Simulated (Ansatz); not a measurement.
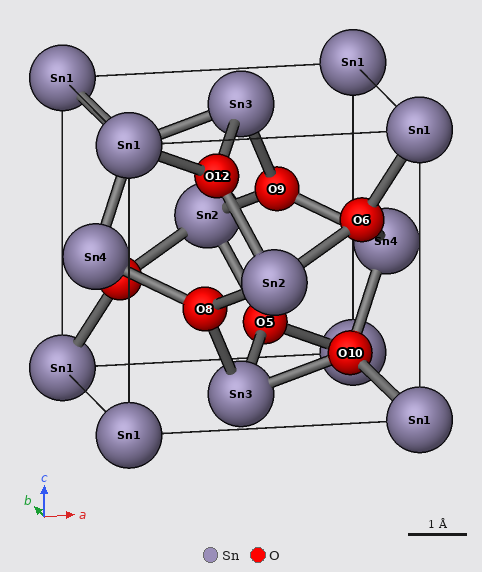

Starting structure of solid SnO2 (set up in Pa-3). Style: ball-and-stick. Shown: the cell of the calculation, slightly off an axis.

The run lets cell and atoms move.

Theory: Kohn-Sham DFT of a periodic cell, LDA, Ansatz PAW (Ansatz).

The input:
```yaml
crystal:
  lattice:
    - [5.175256, 0.0, 0.0]
    - [0.0, 5.175256, 0.0]
    - [0.0, 0.0, 5.175256]
  atoms:
    - { symbol: Sn, position: [0.0, 0.0, 0.0] }
    - { symbol: Sn, position: [0.5, 0.0, 0.5] }
    - { symbol: Sn, position: [0.5, 0.5, 0.0] }
    - { symbol: Sn, position: [0.0, 0.5, 0.5] }
    - { symbol: O, position: [0.661098, 0.838902, 0.161098] }
    - { symbol: O, position: [0.838902, 0.161098, 0.661098] }
    - { symbol: O, position: [0.161098, 0.661098, 0.838902] }
    - { symbol: O, position: [0.338902, 0.338902, 0.338902] }
    - { symbol: O, position: [0.661098, 0.661098, 0.661098] }
    - { symbol: O, position: [0.838902, 0.338902, 0.161098] }
    - { symbol: O, position: [0.161098, 0.838902, 0.338902] }
    - { symbol: O, position: [0.338902, 0.161098, 0.838902] }
hamiltonian:
  xc: lda
  pseudopotentials: { kind: paw }
kpoints:
  mp_grid: { grid: [4, 4, 4] }
scf:
  occupations: { method: fermi_dirac, width: 0.05 }
output:
  forces: true
  stress: true
  eigenvalues: true
  write_density: true
  write_potential: true
  elf: true
  volumetric_format: npy
relax:
  f_tol: 0.01
  max_steps: 40
  cell: { stress_tol: 0.05 }
```

Run as
```bash
ansatz run input.yaml --threads 4 --pin off --max-ram 11264MiB --backend cpu --events-out ev --progress --plain --runs-dir out
```

Q: What does the optimiser find from here?

A: The largest moves relative to the cell, 0.007 Å, are those of 8 atoms (O5, O6, O7, O8 and others). O9 goes along [−1 −1 −1]. Sn stays in place. Cell: a = b = c 5.175 → 5.068 Å (−2.1 %). Volume −6.1 %. Among the contacts that change: Sn1–O10 2.113 → 2.070 Å. The space group stays Pa-3 (No. 205). After 4 accepted moves (6 points after the start) the energy has fallen by 29.1 meV per atom. The largest force component goes from 0.023 to 0.00015 eV/Å. Pressure: −12.48 GPa at the start and −0.01 GPa at the end. At 2 points the geometry stayed and the basis and grid were re-selected for the new cell (energy shift of 4.0 meV per atom at most each time). Cost: 14 s on 4 threads of Arm Neoverse V2, on a shared host, peak memory 0.53 GiB.

Step by step:

```tsv
step	E − E(0), meV/atom	largest force component, eV/Å	pressure, GPa	volume, Å³/atom	note
0	0.00	0.0231	-12.48	11.551	
1	-33.26	0.0050	1.17	10.818	
2	-33.00	0.0001	-0.13	10.876	
3	-33.05	0.0001	0.00	10.870	
4	-29.02	0.0006	-0.51	10.870	same geometry, new basis
5	-29.24	0.0001	0.00	10.846	
6	-29.13	0.0002	-0.01	10.846	same geometry, new basis
```

After the run, drawn alike:

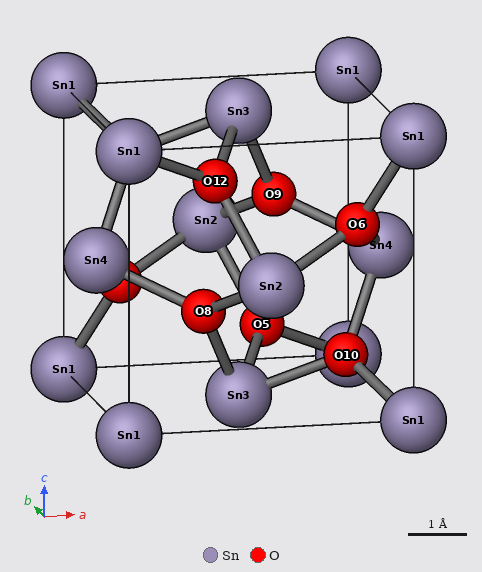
